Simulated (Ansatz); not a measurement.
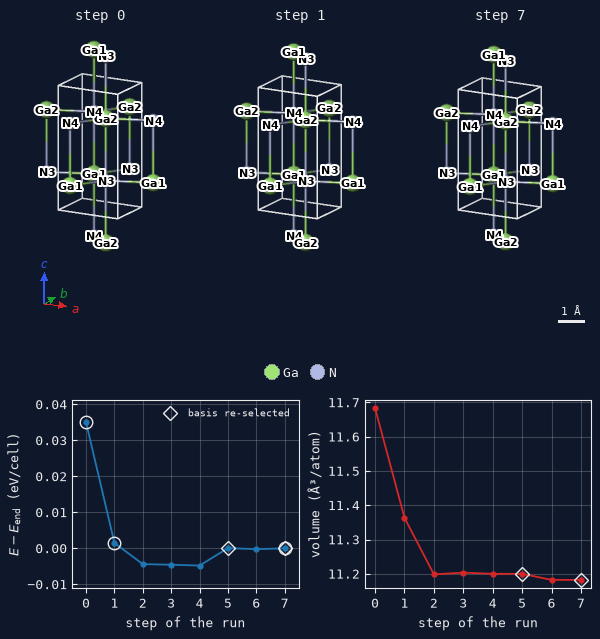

Frames of a relaxation of solid GaN (built on the h-MgO (five-fold) type), marked on the history of the run. The picture is a ball-and-stick view of the cell of the calculation, seen slightly off an axis.

Method: Ansatz 0.2.0, DFT, PBEsol, plane waves, PAW.

Input file:
```yaml
crystal:
  lattice:
    - [3.3251632008, 0.0, 0.0]
    - [-1.6625816004, 2.8796758036, 0.0]
    - [0.0, 0.0, 4.8805743234]
  atoms:
    - { symbol: Ga, position: [0.3333333333, 0.6666666667, 0.25] }
    - { symbol: Ga, position: [0.6666666667, 0.3333333333, 0.75] }
    - { symbol: "N", position: [0.6666666667, 0.3333333333, 0.25] }
    - { symbol: "N", position: [0.3333333333, 0.6666666667, 0.75] }
kpoints:
  mp_grid: { grid: [12, 12, 6] }
hamiltonian:
  xc: pbesol
scf:
  occupations: { method: fermi_dirac, width: 0.02 }
relax:
  f_tol: 0.005
  cell: {}
```

Run as
```bash
ansatz run input.yaml --threads 2 --pin off --max-ram 2211MiB --backend cpu --events-out ev --progress --plain --runs-dir out
```

> What happens along the run?

After 5 accepted moves (7 points after the start) the energy has fallen by 35.0 meV per cell of the calculation. All forces vanish by symmetry, so only the cell relaxes. Pressure: −5.83 GPa at the start and 0.00 GPa at the end. At 2 points the geometry stayed and the basis and grid were re-selected for the new cell (energy shift of 4.9 meV per cell of the calculation at most each time). The atoms keep their places relative to the cell (all moves are under 0.005 Å). The volume changes by −4.3 %, with a = b 3.325 → 3.307 Å (−0.5 %), c 4.881 → 4.723 Å (−3.2 %). Some distances before and after: Ga1–N4 2.440 → 2.361 Å, Ga1–N3 1.920 → 1.909 Å. The space group stays P6_3/mmc (No. 194). From step 0 to 1: volume −2.7 %, energy −33.5 meV per cell of the calculation. From step 1 to 7: volume −1.6 %, energy −1.5 meV per cell of the calculation.
